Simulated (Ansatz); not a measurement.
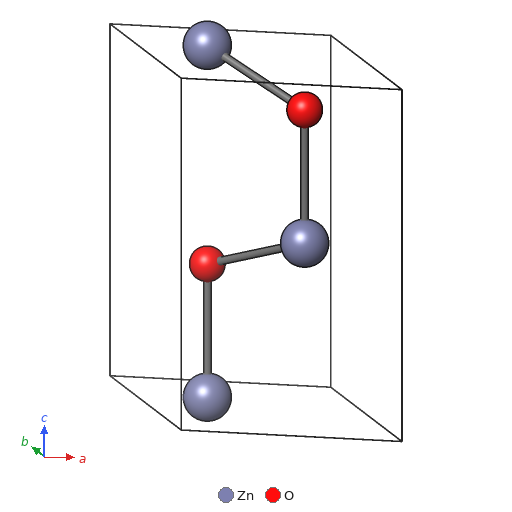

System: a slab cut from ZnO (slab content Zn₁₈O₁₈), space group P6_3mc (No. 186). The picture shows the bulk cell.

Starting cell:
```xyz
4
Lattice="3.2300 0.0000 0.0000 -1.6150 2.7973 0.0000 0.0000 0.0000 5.2143" Properties=species:S:1:pos:R:3 pbc="T T T"
Zn    0.0000    1.8649    0.0083
Zn    1.6150    0.9324    2.6154
O     0.0000    1.8649    1.9841
O     1.6150    0.9324    4.5913
```

Computed with Ansatz 0.2.0: spacing and rumpling of the atomic planes of a slab cut from the relaxed bulk cell along the Miller plane (conventional indices), bottom to top, after all atoms relax, plane waves with PAW datasets, Γ-centred k mesh. Level: PBEsol, no spin polarisation.

```csv
setting,value
space group in which the indices count,186
Miller index h,2
Miller index k,0
Miller index l,1
top plane,O
bottom plane,Zn
planes,18
surface cell,"(1, 1)"
slab thickness as cut,11.54 Å
vacuum,15 Å
surface area,34.88 Å²
surface a,3.23 Å
surface b,10.92 Å
surface angle,98.5 °
slab atoms,36
wave cutoff,420 eV
k mesh,8×3×1
occupations,Gaussian
smearing width,0.05 eV
boundary,dipole corrected
```

Predict the spacing change of each pair of planes. The cases: 1–2; 2–3; 3–4; 4–5; 5–6; 6–7; 7–8; 8–9; 9–10; 10–11; 11–12; 12–13; 13–14; 14–15; 15–16; 16–17; 17–18.

The least value, −0.232 Å, is that of 15–16, and the largest, 0.138 Å, that of 2–3.

```csv
pair of planes,spacing change (Å),spacing to next (Å),content of the two planes
1–2,-0.193,0.319,Zn2 and O2
2–3,0.138,0.977,O2 and Zn2
3–4,-0.157,0.355,Zn2 and O2
4–5,0.108,0.947,O2 and Zn2
5–6,-0.080,0.432,Zn2 and O2
6–7,0.038,0.877,O2 and Zn2
7–8,-0.099,0.413,Zn2 and O2
8–9,0.127,0.966,O2 and Zn2
9–10,-0.055,0.457,Zn2 and O2
10–11,0.014,0.853,O2 and Zn2
11–12,-0.122,0.390,Zn2 and O2
12–13,0.133,0.972,O2 and Zn2
13–14,-0.020,0.492,Zn2 and O2
14–15,0.031,0.870,O2 and Zn2
15–16,-0.232,0.280,Zn2 and O2
16–17,0.131,0.970,O2 and Zn2
17–18,-0.030,0.482,Zn2 and O2
```

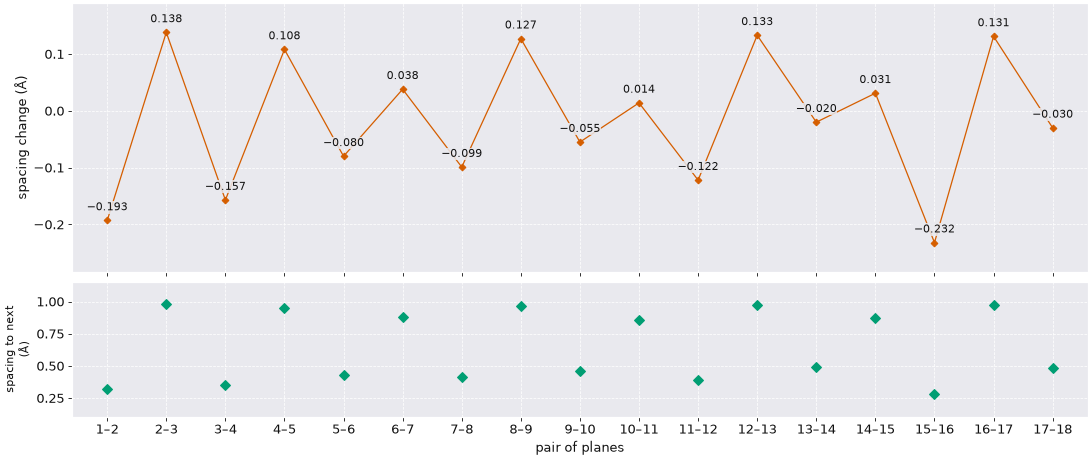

Note: k mesh lowers the symmetry; polar or open-shell cut of an insulator, not reconstructed; the slab's middle relaxes too; xc potential rough in thin density.
